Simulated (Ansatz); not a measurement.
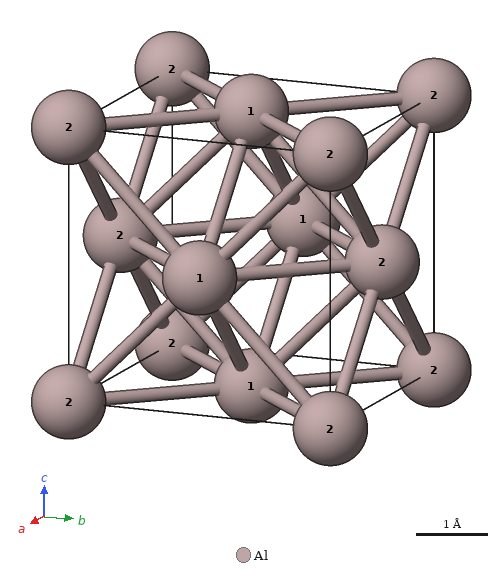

A crystal of Al (set up in Immm), before the relaxation. A ball-and-stick model of the conventional cell (2 times the calculation's cell), seen slightly off an axis. Lengths and directions refer to the drawn axes.

Case: film's bulk on the substrate's plane, third vector and atoms relaxed.

Level of theory: Ansatz 0.2.0, DFT LDA, scalar-relativistic, plane waves, PAW.

Input
```yaml
crystal:
  lattice:
    - [3.9621891203, 0.0, 0.0]
    - [0.0, 5.6033815906, 0.0]
    - [-1.9810945601, 1.4008453976, 1.4175631019]
  atoms:
    - { symbol: Al, position: [0.0, 0.5, 0.0] }
    - { symbol: Al, position: [0.0, 0.0, 0.0] }
basis:
  ecutwfc: 420
kpoints:
  mp_grid: { grid: [9, 6, 24] }
hamiltonian:
  xc: lda
scf:
  occupations: { method: gaussian, width: 0.1 }
output:
  forces: true
  stress: true
  eigenvalues: true
relax:
  adjacent_minimum: "off"
  f_tol: 0.01
  max_steps: 50
  cell: { fix: [a, b, gamma], stress_tol: 0.1 }
```

Run as
```bash
ansatz run input.yaml --threads 4 --pin off --max-ram 8192MiB --backend cpu --events-out ev --progress --plain --runs-dir out
```

**Predict the outcome.**

No atom moves by more than 0.005 Å relative to the cell. The drawn cell changes as follows: a unchanged at 3.962 Å, b = c 3.986 → 4.005 Å (+0.5 %), α 90.7° → 91.2°, β 90.0° → 90.2°, γ 90.0° → 89.8°; the volume changes by +0.9 %. Among the contacts that change: Al1–Al2 2.835 → 2.862 Å, Al1–Al1 2.810 → 2.821 Å. The space group stays Immm (No. 71). After 2 accepted moves (3 points after the start) the energy has fallen by 1.1 meV per cell of the calculation. All forces vanish by symmetry, so only the cell relaxes. Pressure: 0.50 GPa at the start and −0.28 GPa at the end. The SCF was repeated once at an unchanged geometry on a basis and grid sized afresh for the cell, which shifted the energy by 0.2 meV per cell of the calculation at most.

Step by step:

```
step  E − E(0), meV/atom  pressure, GPa  volume, Å³/atom                      note
   0                0.00           0.50           15.736                          
   1               -0.40          -0.07           15.840                          
   2               -0.45          -0.29           15.884                          
   3               -0.53          -0.28           15.884  same geometry, new basis
```

After the run, drawn alike:

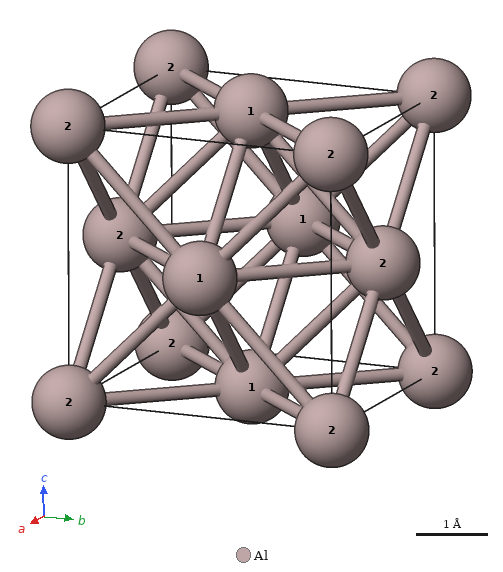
